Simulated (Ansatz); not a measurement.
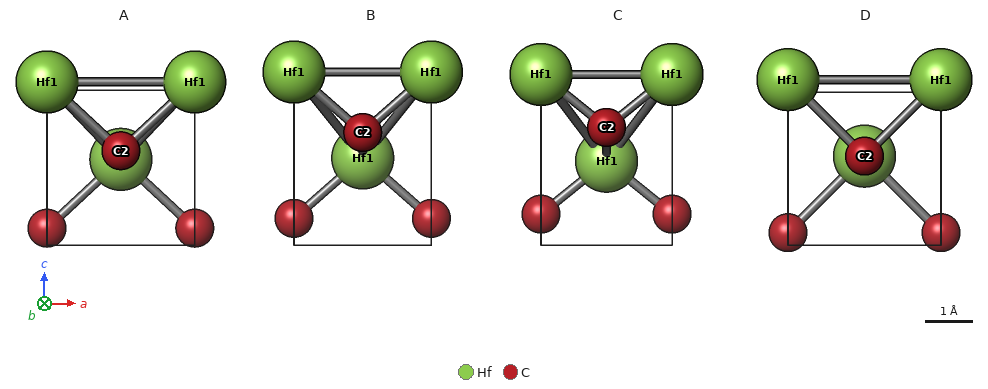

4 geometries from one relaxation of a crystal of HfC (a generated structure, set up in Imm2), in shuffled order. The picture is a ball-and-stick view of the conventional cell (2 times the calculation's cell), seen along the b axis. Lengths and directions refer to the drawn axes.

The run lets cell and atoms move.

Level of theory: Kohn-Sham DFT of a periodic cell, HSEsol, Ansatz PAW (Ansatz 0.2.0). Set-up: plane-wave cutoff 420 eV; k-point mesh 6 × 6 × 6; occupations fermi-dirac; smearing width 0.05 eV; no spin polarisation; cell and atoms relaxed; force threshold 0.01 eV/Å; at most 40 steps.

> Order the frames from highest to lowest energy.

C, B, A, D. They are steps 0, 1, 3, 10, at +2209 meV per atom, +1026 meV per atom, +106 meV per atom relative to the last. After 8 accepted moves (10 points after the start) the energy has fallen by 2209 meV per atom. Largest force component: 12 eV/Å at the start, under 0.0001 eV/Å at the end. The pressure goes from 61.58 to 0.00 GPa. The SCF was repeated twice at an unchanged geometry on a basis and grid sized afresh for the cell, which shifted the energy by 6.6 meV per atom at most. The largest moves relative to the cell, 0.32 Å, are those of Hf1 and C2. Hf1 goes along +c. By element the largest moves are Hf 0.32 Å, C 0.32 Å. The volume changes by −4.8 %, with a 2.793 → 3.261 Å (+16.7 %), b 4.994 → 4.612 Å (−7.7 %), c 3.695 → 3.261 Å (−11.7 %). Near-neighbour distances that change, for instance: Hf1–C2 2.922 → 2.306 Å, Hf1–C2 (another image) 1.795 → 2.306 Å, Hf1–Hf1 2.793 → 3.261 Å, Hf1–Hf1 (another image) 3.695 → 3.261 Å. New bonds form, among them: Hf1–C2 (2.92 → 2.31 Å). Among the angles between lasting bonds that change: Hf1–C2–Hf1 147.9° → 180.0°, Hf1–C2–Hf1 102.2° → 90.0°, Hf1–C2–Hf1 100.0° → 90.0°. The space group (tolerance 0.01 Å) goes from Imm2 (No. 44) to Fm-3m (No. 225).
